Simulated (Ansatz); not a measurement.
## From S to P

System: S (Cmce, 4 atoms in the cell).
Method of run 1: DFT PBE, scalar-relativistic, plane waves, PAW, no spin polarisation (Ansatz 0.2.0).
System of run 2: P (4 atoms in the cell).

On run 1: The structure was made by swapping elements on the sites of another compound; it need not be a known phase. On run 2: The structure derives from an entry of the Crystallography Open Database. Text and figures count atoms from 1; the logs count them from 0 in places.

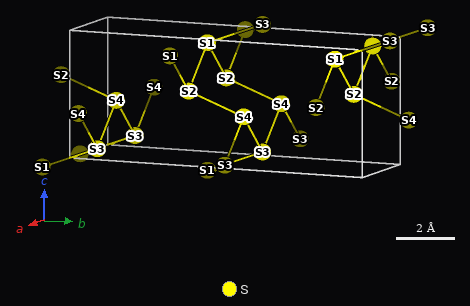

Figure 1. The input geometry (ball-and-stick view of the cell 2 times as large as that of the calculation, set on its symmetry axes, seen slightly off an axis; neighbours outside the cell are drawn fainter; atoms are numbered from 1 in the order of the input). Near neighbours in the crystal (not all of them lie inside the picture): S has 3 S at 2.20 to 2.24 Å.

### Input file, run 1
```yaml
crystal:
  lattice:
    - [1.6351224022, -5.5742167202, 0.0]
    - [1.6351224022, 5.5742167202, 0.0]
    - [0.0, 0.0, 4.5024429133]
  atoms:
    - { symbol: S, position: [0.0940707834, 0.9059292166, 0.9137202387] }
    - { symbol: S, position: [0.5940707834, 0.4059292166, 0.5862797613] }
    - { symbol: S, position: [0.9059292166, 0.0940707834, 0.0862797613] }
    - { symbol: S, position: [0.4059292166, 0.5940707834, 0.4137202387] }
basis:
  ecutwfc: 420
kpoints:
  mp_grid: { grid: [6, 6, 4] }
hamiltonian:
  xc: pbe
scf:
  occupations: { method: gaussian, width: 0.1 }
output:
  forces: true
  stress: true
  eigenvalues: true
```

Launched with:
```bash
ansatz run input.yaml --threads 1 --pin off --max-ram 2560MiB --backend cpu --events-out ev --progress --plain --runs-dir out
```

Hardware: 1 thread of Oxide Virtual Turin-like (Zen 5), 32 GiB of memory available, shared host.

### Output, shortened to warnings, some set-up lines, iterations and results (run 1)
```
Basis set: ecut = 420 eV, 1625 PW (Γ), exchange–correlation on 80×80×64 points (8 copies of the dense FFT grid, shifted against one another)
Symmetry: 8 space group operations
k-points: 39 of 144
Initial density: superposition of atomic densities (neutral atoms: chi_scale 0, normalization atom), corrected by the library's trained network
[...]
SCF iter   1: F=—  HF=-3603.823219 eV  |F-HF|=—  |Δ(HF+E_count)|=         —  Δρ=6.44e-3  dr2=4.60e-2  ethr=1.77e-3  ⟨swp⟩=5.4  Hψ=3541  notcnv=0
SCF iter   2: F=—  HF=-3603.815797 eV  |F-HF|=—  |Δ(HF+E_count)|=   7.42e-3  Δρ=3.31e-3  dr2=1.43e-2  ethr=1.92e-4  ⟨swp⟩=1.0  Hψ=936  notcnv=0
SCF iter   3: F=—  HF=-3603.814868 eV  |F-HF|=—  |Δ(HF+E_count)|=   9.29e-4  Δρ=7.53e-4  dr2=1.06e-3  ethr=5.98e-5  ⟨swp⟩=2.9  Hψ=1109  notcnv=0
SCF iter   4: F=—  HF=-3603.815116 eV  |F-HF|=—  |Δ(HF+E_count)|=   2.49e-4  Δρ=2.08e-4  dr2=6.62e-5  ethr=4.44e-6  ⟨swp⟩=2.1  Hψ=907  notcnv=0
SCF iter   5: F=—  HF=-3603.814991 eV  |F-HF|=—  |Δ(HF+E_count)|=   1.25e-4  Δρ=6.45e-5  dr2=8.46e-6  ethr=2.76e-7  ⟨swp⟩=2.7  Hψ=1047  notcnv=0
SCF iter   6: F=—  HF=-3603.814994 eV  |F-HF|=—  |Δ(HF+E_count)|=   2.44e-6  Δρ=1.90e-5  dr2=5.61e-7  ethr=3.52e-8  ⟨swp⟩=2.2  Hψ=919  notcnv=0
SCF iter   7: F=-3603.814994 eV  HF=-3603.814994 eV  |F-HF|=1.90e-8  |Δ(HF+E_count)|=   2.98e-7  Δρ=4.76e-6  dr2=3.75e-8  ethr=4.17e-10  ⟨swp⟩=5.8  Hψ=2949  notcnv=0
SCF 1 converged in 7 iterations: F = -3603.814994 eV  dr2 = 3.75e-8
SCF converged after 7 iterations
Free energy (F): -3603.814994 eV
Harris-Foulkes:  -3603.814994 eV  (|F-HF|=1.90e-8)
Internal energy: -3603.794043 eV  (E = F + TS)
E sigma→0 (E₀):  -3603.804519 eV
Entropy (-TS):   -0.020951 eV (-5.238 meV/atom)
Fermi energy:    6.756935 eV
--- Per-component energies (eV) ---
  E_band       = -25.747454
  E_kinetic    = 426.253539
  E_local      = -603.783960  (includes V_loc(G=0)·N_el)
  E_nonlocal   = 118.219985
  E_hartree    = 200.453237
  E_xc         = -386.599504
  E_vxc        = -347.393041  (∫ρ·V_xc dr)
  E_paw        = -2400.881212  (= ΣΔE_a)
  E_vpaw       = -19.952182  (= ΣTr[D̂ρ^β])
  E_aug_tail   = 0.000006  (compensation charges beyond the density's cutoff)
  E_ewald      = -957.456137
  E_smearing   = -0.020951  (= −TS)
  E_closure    = -0.000000  (closes the sum)
  Σ components = -3603.814994   (vs F -3603.814994, Δ=0.00e0)
--- Forces (eV/Å), atoms counted from 1 ---
  atom   1  S     -0.00000000    -1.40226151     0.68872150
  atom   2  S     -0.00000000    -1.40226151    -0.68872150
  atom   3  S      0.00000000     1.40226151    -0.68872150
  atom   4  S      0.00000000     1.40226151     0.68872150
  max |Σ_I F_I| component: 4.44e-16 eV/Å
--- Stress (GPa, compression-positive) ---
        7.579181       0.000000       0.000000
        0.000000      11.085324       0.000000
        0.000000       0.000000      10.835590
  P = ⅓ Tr σ = 9.8334 GPa (98.334 kbar)
```

The input of run 2 differs as follows (lines with − go, lines with + come):
```diff
-    - [1.6351224022, -5.5742167202, 0.0]
-    - [1.6351224022, 5.5742167202, 0.0]
-    - [0.0, 0.0, 4.5024429133]
+    - [1.655, -5.25, 0.0]
+    - [1.655, 5.25, 0.0]
+    - [0.0, 0.0, 4.38]
-    - { symbol: S, position: [0.0940707834, 0.9059292166, 0.9137202387] }
-    - { symbol: S, position: [0.5940707834, 0.4059292166, 0.5862797613] }
-    - { symbol: S, position: [0.9059292166, 0.0940707834, 0.0862797613] }
-    - { symbol: S, position: [0.4059292166, 0.5940707834, 0.4137202387] }
+    - { symbol: P, position: [0.098, 0.902, 0.91] }
+    - { symbol: P, position: [0.598, 0.402, 0.59] }
+    - { symbol: P, position: [0.902, 0.098, 0.09] }
+    - { symbol: P, position: [0.402, 0.598, 0.41] }
```

Predict how the results change.

The total energies belong to different systems, so their difference says nothing on which is more stable or more accurate. The pressure goes from 9.83 to 6.28 GPa. The largest force goes from 1.562 to 0.987 eV/Å. The volume per atom goes from 20.52 to 19.03 Å³. The SCF takes 6 iterations against 7. The plane waves at Γ go from 1625 to 1495.

### Output, shortened to warnings, some set-up lines, iterations and results (run 2)
```
Basis set: ecut = 420 eV, 1495 PW (Γ), exchange–correlation on 80×80×60 points (8 copies of the dense FFT grid, shifted against one another)
Symmetry: 8 space group operations
k-points: 39 of 144
Initial density: superposition of atomic densities (neutral atoms: chi_scale 0, normalization atom), corrected by the library's trained network
[...]
SCF iter   1: F=—  HF=-3022.524190 eV  |F-HF|=—  |Δ(HF+E_count)|=         —  Δρ=2.11e-3  dr2=2.44e-3  ethr=1.77e-3  ⟨swp⟩=7.3  Hψ=4033  notcnv=0
SCF iter   2: F=—  HF=-3022.523083 eV  |F-HF|=—  |Δ(HF+E_count)|=   1.11e-3  Δρ=9.48e-4  dr2=3.81e-4  ethr=1.22e-5  ⟨swp⟩=3.0  Hψ=1368  notcnv=0
SCF iter   3: F=—  HF=-3022.523096 eV  |F-HF|=—  |Δ(HF+E_count)|=   1.31e-5  Δρ=3.72e-4  dr2=5.13e-5  ethr=1.91e-6  ⟨swp⟩=2.9  Hψ=951  notcnv=0
SCF iter   4: F=—  HF=-3022.523125 eV  |F-HF|=—  |Δ(HF+E_count)|=   2.83e-5  Δρ=8.05e-5  dr2=1.08e-5  ethr=2.56e-7  ⟨swp⟩=2.7  Hψ=1133  notcnv=0
SCF iter   5: F=—  HF=-3022.523123 eV  |F-HF|=—  |Δ(HF+E_count)|=   1.53e-6  Δρ=3.36e-5  dr2=1.01e-6  ethr=5.39e-8  ⟨swp⟩=2.1  Hψ=831  notcnv=0
SCF iter   6: F=-3022.523123 eV  HF=-3022.523123 eV  |F-HF|=3.58e-8  |Δ(HF+E_count)|=   1.27e-8  Δρ=6.03e-6  dr2=5.88e-8  ethr=5.00e-10  ⟨swp⟩=6.2  Hψ=3556  notcnv=0
SCF 1 converged in 6 iterations: F = -3022.523123 eV  dr2 = 5.88e-8
SCF converged after 6 iterations
Free energy (F): -3022.523123 eV
Harris-Foulkes:  -3022.523123 eV  (|F-HF|=3.58e-8)
Internal energy: -3022.522573 eV  (E = F + TS)
E sigma→0 (E₀):  -3022.522848 eV
Entropy (-TS):   -0.000551 eV (-0.138 meV/atom)
Fermi energy:    7.823353 eV
--- Per-component energies (eV) ---
  E_band       = 13.551531
  E_kinetic    = 284.730318
  E_local      = -306.631815  (includes V_loc(G=0)·N_el)
  E_nonlocal   = 136.210272
  E_hartree    = 86.872206
  E_xc         = -246.885505
  E_vxc        = -244.243640  (∫ρ·V_xc dr)
  E_paw        = -2277.516335  (= ΣΔE_a)
  E_vpaw       = -30.255294  (= ΣTr[D̂ρ^β])
  E_aug_tail   = 0.000012  (compensation charges beyond the density's cutoff)
  E_ewald      = -699.301725
  E_smearing   = -0.000551  (= −TS)
  E_closure    = 0.000000  (closes the sum)
  Σ components = -3022.523123   (vs F -3022.523123, Δ=0.00e0)
--- Forces (eV/Å), atoms counted from 1 ---
  atom   1  P     -0.00000000    -0.51471608     0.84157584
  atom   2  P      0.00000000    -0.51471608    -0.84157584
  atom   3  P      0.00000000     0.51471608    -0.84157584
  atom   4  P      0.00000000     0.51471608     0.84157584
  max |Σ_I F_I| component: 1.11e-16 eV/Å
--- Stress (GPa, compression-positive) ---
        5.275124       0.000000       0.000000
        0.000000       6.040002       0.000000
        0.000000       0.000000       7.520635
  P = ⅓ Tr σ = 6.2786 GPa (62.786 kbar)
```

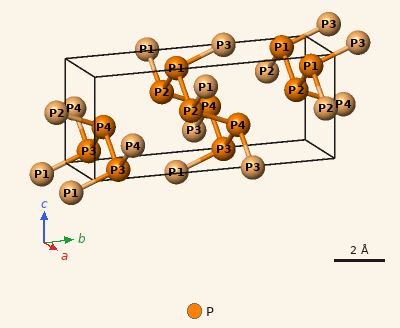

Figure 2. The input structure of run 2 (ball-and-stick view of the cell 2 times as large as that of the calculation, set on its symmetry axes, seen slightly off an axis; neighbours outside the cell are drawn fainter; atoms are numbered from 1 in the order of the input).

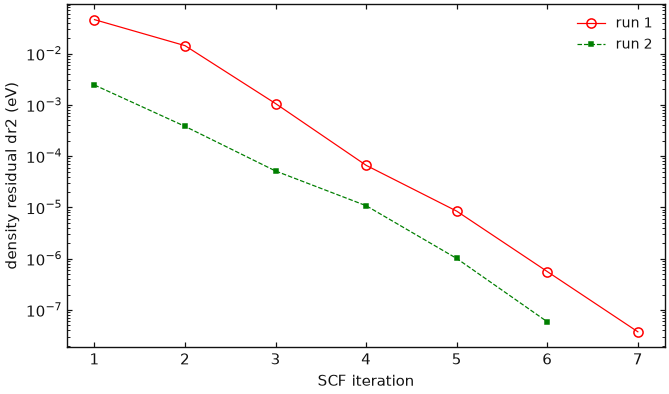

Figure 3. Convergence of the two runs: density residual dr2 against the SCF iteration. Run 1 takes 7 iterations in all, and run 2 takes 6.

### The two runs side by side

| quantity | run 1 | run 2 |
| --- | --- | --- |
| outcome | converged | converged |
| free energy per atom (eV) | −900.9537 | −755.6308 |
| energy per atom, smearing taken to zero (eV) | −900.9511 | −755.6307 |
| pressure (GPa) | 9.83 | 6.28 |
| volume per atom (Å³) | 20.52 | 19.03 |
| largest force (eV/Å) | 1.562 | 0.987 |
| SCF iterations | 7 | 6 |
| irreducible k-points | 39 | 39 |
| plane waves at Γ | 1625 | 1495 |
| wall time (shared host) | 1.6 s | 1.7 s |

For run 1: The cell is under a pressure of 9.8 GPa at this level, so it is not at its equilibrium volume. For run 2: The cell is under a pressure of 6.3 GPa at this level, so it is not at its equilibrium volume.
